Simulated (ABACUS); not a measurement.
**Run report: C, single-point calculation at one volume of an equation of state (part 2 of 2)**

The same run, continued: C (C2/m, 2 atoms in the cell); Kohn-Sham DFT of a periodic cell, PBE, PseudoDojo NC SR 0.4.1 PBE standard, no spin polarisation (ABACUS 3.10.1); cutoff 1360.57 eV, 13×13×8 k-mesh, fermi-dirac of 0.05 eV. The structure derives from a Materials Project entry. It belongs to a series of runs on one base structure; here: volume scaled by 0.94.

Geometry of the input (Å; fractional positions):
```
2.0839  -1.2032  0.0000
2.0839  1.2032  0.0000
-1.3509  0.0000  3.4313
C  0.1666  0.1666  0.9999
C  0.8334  0.8334  0.0001
```

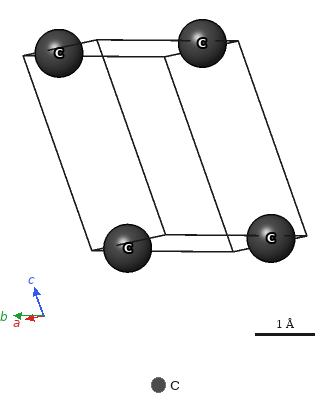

Figure 1. The input geometry (ball-and-stick view of the reduced cell, seen at an oblique angle).

**Output, continued**
```
----------------------------------------------------------

 LCAO ALGORITHM --------------- ION=   1  ELEC=   3--------------------------------

 Density error is 0.00704518566146
----------------------------------------------------------
     Energy           Rydberg                 eV
----------------------------------------------------------
 E_KohnSham     -24.0606535896       -327.3619864227
 E_Harris       -24.0441501004       -327.1374449334
 E_Fermi        0.5392395580         7.3367305764
----------------------------------------------------------

 LCAO ALGORITHM --------------- ION=   1  ELEC=   4--------------------------------

 Density error is 0.000535889389254
----------------------------------------------------------
     Energy           Rydberg                 eV
----------------------------------------------------------
 E_KohnSham     -24.0606581156       -327.3620480025
 E_Harris       -24.0561509277       -327.3007245641
 E_Fermi        0.5398566312         7.3451262881
----------------------------------------------------------

 LCAO ALGORITHM --------------- ION=   1  ELEC=   5--------------------------------

 Density error is 9.30471584524e-05
----------------------------------------------------------
     Energy           Rydberg                 eV
----------------------------------------------------------
 E_KohnSham     -24.0606582570       -327.3620499263
 E_Harris       -24.0608745183       -327.3649923116
 E_Fermi        0.5403128472         7.3513334246
----------------------------------------------------------

 LCAO ALGORITHM --------------- ION=   1  ELEC=   6--------------------------------

 Density error is 1.07602462267e-05
----------------------------------------------------------
     Energy           Rydberg                 eV
----------------------------------------------------------
 E_KohnSham     -24.0606582600       -327.3620499665
 E_Harris       -24.0605311939       -327.3603211441
 E_Fermi        0.5402917544         7.3510464419
----------------------------------------------------------

 LCAO ALGORITHM --------------- ION=   1  ELEC=   7--------------------------------

 Density error is 7.52851850586e-07
----------------------------------------------------------
     Energy           Rydberg                 eV
----------------------------------------------------------
 E_KohnSham     -24.0606582601       -327.3620499680
 E_Harris       -24.0606670143       -327.3621690753
 E_Fermi        0.5403013219         7.3511766145
----------------------------------------------------------

 LCAO ALGORITHM --------------- ION=   1  ELEC=   8--------------------------------

 Density error is 1.27266124064e-07
----------------------------------------------------------
     Energy           Rydberg                 eV
----------------------------------------------------------
 E_KohnSham     -24.0606582601       -327.3620499678
 E_Harris       -24.0606597713       -327.3620705285
 E_Fermi        0.5403009293         7.3511712728
----------------------------------------------------------

 LCAO ALGORITHM --------------- ION=   1  ELEC=   9--------------------------------

 Density error is 1.14630225125e-08
----------------------------------------------------------
     Energy           Rydberg                 eV
----------------------------------------------------------
 E_KohnSham     -24.0606582601       -327.3620499679
 E_KS(sigma->0) -24.0606582316       -327.3620495800
 E_Harris       -24.0606581960       -327.3620490956
 E_band         -1.2974088964        -17.6521536266
 E_one_elec     -6.5123965761        -88.6057010713
 E_Hartree      7.3633332890         100.1832890032
 E_xc           -8.6754353633        -118.0353535710
 E_Ewald        -16.2361595526       -220.9042835530
 E_entropy(-TS) -0.0000000570        -0.0000007757
 E_descf        0.0000000000         0.0000000000
 E_exx          0.0000000000         0.0000000000
 E_Fermi        0.5403007560         7.3511689149
----------------------------------------------------------

 charge density convergence is achieved
 final etot is -327.36204997 eV
 EFERMI = 7.3511689149 eV

 STATE ENERGY(eV) AND OCCUPATIONS    NSPIN == 1
 1/371 kpoint (Cartesian) = 0.0000 0.0000 0.0000 (494 pws)
       1       -12.7952     0.00147929
       2      0.0729641     0.00147929
       3        4.22746     0.00147929
       4        4.23080     0.00147929
       5        11.7763    5.42321e-42
       6        16.1567    4.85056e-80
       7        16.1593    4.61290e-80
       8        19.7446        0.00000

 2/371 kpoint (Cartesian) = 0.018457 -0.031966 0.0072664 (492 pws)
       1       -12.7804     0.00591716
       2       0.230999     0.00591716
       3        3.65010     0.00591716
       4        3.91536     0.00591716
       5        11.9816    3.57012e-43
       6        16.2626    2.33482e-80
       7        16.7925    5.83603e-85
       8        19.1712        0.00000

 3/371 kpoint (Cartesian) = 0.036913 -0.063932 0.014533 (480 pws)
       1       -12.3932     0.00591716
       2       0.703077     0.00591716
       3        2.14489     0.00591716
       4        3.14651     0.00591716
       5        12.5970    1.61241e-48
       6        16.3582    3.45078e-81
       7        17.6516        0.00000
       8        18.4976        0.00000

 4/371 kpoint (Cartesian) = 0.055370 -0.095897 0.021799 (479 pws)
       1       -11.6873     0.00591716
       2       0.159107     0.00591716
       3        1.48001     0.00591716
       4        2.23860     0.00591716
       5        13.6044    2.86441e-57
       6        15.5792    2.01326e-74
       7        16.2862    1.45543e-80
       8        20.9062        0.00000

 5/371 kpoint (Cartesian) = 0.073826 -0.12786 0.029066 (476 pws)
       1       -10.6855     0.00591716
       2       -1.97131     0.00591716
       3        1.43763     0.00591716
       4        2.53372     0.00591716
       5        13.3058    1.12362e-54
       6        14.9935    2.46230e-69
       7        16.1464    2.38717e-79
       8        23.6777        0.00000

 6/371 kpoint (Cartesian) = 0.092283 -0.15983 0.036332 (475 pws)
       1       -9.40931     0.00591716
       2       -4.06005     0.00591716
       3       0.868911     0.00591716
       4        3.77843     0.00591716
       5        11.1914    2.61026e-36
       6        15.6825    2.55276e-75
       7        17.0424    3.93605e-87
       8        23.4948        0.00000

[... levels at 365 further k points ...]

 correction force for each atom along direction 1 is 4.37408e-16
 correction force for each atom along direction 2 is -7.28584e-17
 correction force for each atom along direction 3 is 8.81612e-15
------------------------------------------------------------------------------------------
 TOTAL-FORCE (eV/Angstrom)
------------------------------------------------------------------------------------------
                        C1        -0.0019220975         0.0000000000         0.0017517246
                        C2         0.0019220975         0.0000000000        -0.0017517246
------------------------------------------------------------------------------------------

----------------------------------------------------------------
 TOTAL-STRESS (KBAR)
----------------------------------------------------------------
       393.5307506821        -0.0000000000        -0.4922327252
        -0.0000000000       392.8029204180         0.0000000000
        -0.4922327252         0.0000000000        19.0994565480
----------------------------------------------------------------
 TOTAL-PRESSURE: 268.477709 KBAR

 --------------------------------------------
 !FINAL_ETOT_IS -327.3620499678837064 eV
 --------------------------------------------
```

**Standard output**
```
ABACUS v3.10.1

               Atomic-orbital Based Ab-initio Computation at UStc

 UNIFORM GRID DIM        : 30 * 30 * 45
 UNIFORM GRID DIM(BIG)   : 6 * 6 * 15
 ---------------------------------------------------------
 Self-consistent calculations for electrons
 ---------------------------------------------------------
 SPIN    KPOINTS         PROCESSORS  THREADS     NBASE
 1       371             4           4           26
 ---------------------------------------------------------
 Use Systematically Improvable Atomic bases
 ---------------------------------------------------------
 ELEMENT ORBITALS        NBASE       NATOM       XC
 C       2s2p1d-6au      13          2
 ---------------------------------------------------------
 Initial plane wave basis and FFT box
 ---------------------------------------------------------
 -------------------------------------------
 SELF-CONSISTENT :
 -------------------------------------------
 START CHARGE      : atomic
 ITER       ETOT/eV          EDIFF/eV         DRHO     TIME/s
 GE1     -3.27173599e+02   0.00000000e+00   1.6519e-01   0.53
 GE2     -3.27351298e+02  -1.77698893e-01   3.6144e-02   0.52
 GE3     -3.27361986e+02  -1.06885931e-02   7.0452e-03   0.51
 GE4     -3.27362048e+02  -6.15797834e-05   5.3589e-04   0.53
 GE5     -3.27362050e+02  -1.92375493e-06   9.3047e-05   0.53
 GE6     -3.27362050e+02  -4.02714676e-08   1.0760e-05   0.53
 GE7     -3.27362050e+02  -1.42014545e-09   7.5285e-07   0.54
 GE8     -3.27362050e+02   1.93300260e-10   1.2727e-07   0.53
 GE9     -3.27362050e+02  -1.10450386e-10   1.1463e-08   0.52
----------------------------------------------------------------
 TOTAL-STRESS (KBAR)
----------------------------------------------------------------
       393.5307506821        -0.0000000000        -0.4922327252
        -0.0000000000       392.8029204180         0.0000000000
        -0.4922327252         0.0000000000        19.0994565480
----------------------------------------------------------------
 TOTAL-PRESSURE: 268.477709 KBAR
```

**File mulliken.txt**
```
 0
CALCULATE THE MULLIkEN ANALYSIS FOR EACH ATOM
 Total charge:	8
Decomposed Mulliken populations
0                              Zeta of C              Spin 1
s                                      0              1.5987
s                                      1             -0.0343
SUM OVER M+Zeta                                       1.5644

pz                                     0              0.9182
px                                     0              0.6682
py                                     0              0.6677
SUM OVER M                                            2.2541
pz                                     1             -0.0150
px                                     1             -0.0193
py                                     1             -0.0195
SUM OVER M                                           -0.0538
SUM OVER M+Zeta                                       2.2004

dz^2                                   0              0.0135
dxz                                    0              0.0460
dyz                                    0              0.0460
dx^2-y^2                               0              0.0649
dxy                                    0              0.0649
SUM OVER M                                            0.2352
SUM OVER M+Zeta                                       0.2352

SUM OVER M+Zeta+L                                     4.0000

Total Charge on atom:                  C              4.0000


1                              Zeta of C              Spin 1
s                                      0              1.5987
s                                      1             -0.0343
SUM OVER M+Zeta                                       1.5644

pz                                     0              0.9182
px                                     0              0.6682
py                                     0              0.6677
SUM OVER M                                            2.2541
pz                                     1             -0.0150
px                                     1             -0.0193
py                                     1             -0.0195
SUM OVER M                                           -0.0538
SUM OVER M+Zeta                                       2.2004

dz^2                                   0              0.0135
dxz                                    0              0.0460
dyz                                    0              0.0460
dx^2-y^2                               0              0.0649
dxy                                    0              0.0649
SUM OVER M                                            0.2352
SUM OVER M+Zeta                                       0.2352

SUM OVER M+Zeta+L                                     4.0000

Total Charge on atom:                  C              4.0000
```

**Results in brief**

| quantity | value |
| --- | --- |
| outcome | converged |
| space group (tolerance 0.01 Å) | C2/m (12) |
| electrons treated | 8 |
| free energy | −327.3620 eV |
| Fermi energy | 7.351 eV |
| gap on the k-point mesh | 0.97 eV |
| pressure | 26.85 GPa |
| largest force (length of the vector) | 0.003 eV/Å |
| hardware | 4 threads of AMD EPYC (Zen 3), 24 GiB of memory available, shared host |
| wall time | 5.8 s (CPU time 23 s) |
| peak memory | 0.36 GiB |

Points of doubt noted for this run: home made orbitals.
